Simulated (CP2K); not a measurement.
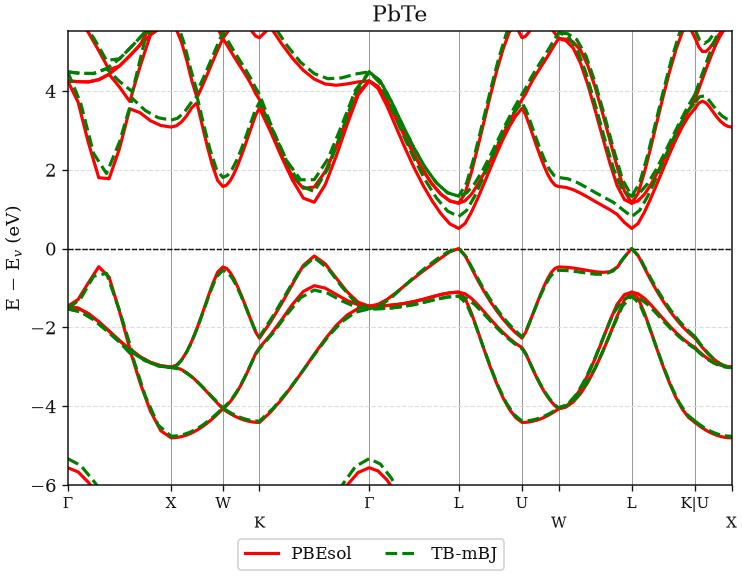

Band structures of rocksalt PbTe, space group Fm-3m (No. 225), 2 atoms in the primitive cell (cubic a = 6.462 Å), by two methods on the same cell. Each is counted from its own valence-band top.

How do the methods compare?

PBEsol gives a gap of 0.51 eV along the path and TB-mBJ gives a gap of 0.81 eV along the path.

Settings. PBEsol: POTENTIAL_UZH Pb GTH-PBE-q4, Te GTH-PBE-q6; TZVP-MOLOPT-PBE-GTH basis, no spin polarisation, no spin-orbit coupling, 7×7×7 k mesh, Fermi-Dirac smearing of 0.01 eV (CP2K 2026.2). TB-mBJ: POTENTIAL_UZH Pb GTH-PBE-q4, Te GTH-PBE-q6; TZVP-MOLOPT-PBE-GTH basis, no spin polarisation, no spin-orbit coupling, 7×7×7 k mesh, Fermi-Dirac smearing of 0.1 eV (CP2K 2026.2).

The potentials were made for another functional. The basis of atomic orbitals isn't converged, which shifts gaps and empty levels. Spin-orbit coupling is left out, which matters for Pb and Te. TB-mBJ: this is a model potential without an energy functional, so only levels have meaning.
